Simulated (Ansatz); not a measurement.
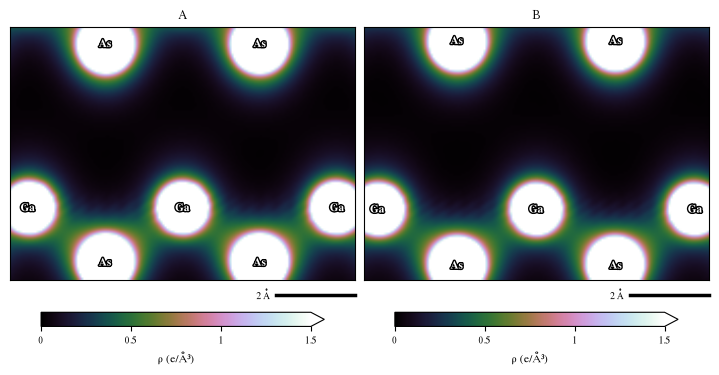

GaAs. The valence charge density (pseudo) of two cells that differ in size, on the (11̄0) plane of each (indices in the axes of the calculation cell), at one length scale and on one colour scale; one has 21.2 and the other 23.0 Å³ an atom.

Method: Kohn-Sham DFT of a periodic cell, PBE, Ansatz PAW small core (Ansatz 0.2.0).

Core electrons are frozen (PAW), and the valence fields are smoothed inside the atomic spheres.

The larger cell:

```
As Ga
1.0
     0.00000    2.84557    2.84557
     2.84557    0.00000    2.84557
     2.84557    2.84557    0.00000
As Ga
1 1
Cartesian
  4.2684 4.2684 4.2684
  0.0000 0.0000 0.0000
```

The smaller cell: a = 3.916 Å, b = 3.916 Å, c = 3.916 Å, α = 60.00°, β = 60.00°, γ = 60.00°.

### Which is the denser cell? Describe the effect of the change.

Panel A is the smaller cell, by 8 % in volume. From the larger cell to the smaller, Ga–As goes from 2.46 to 2.40 Å, and the density at its midpoint from 0.49 to 0.54 e/Å³; the pressure goes from 1.8 to 9 GPa; the Kohn–Sham gap goes from 0.37 eV to 0.99 eV.
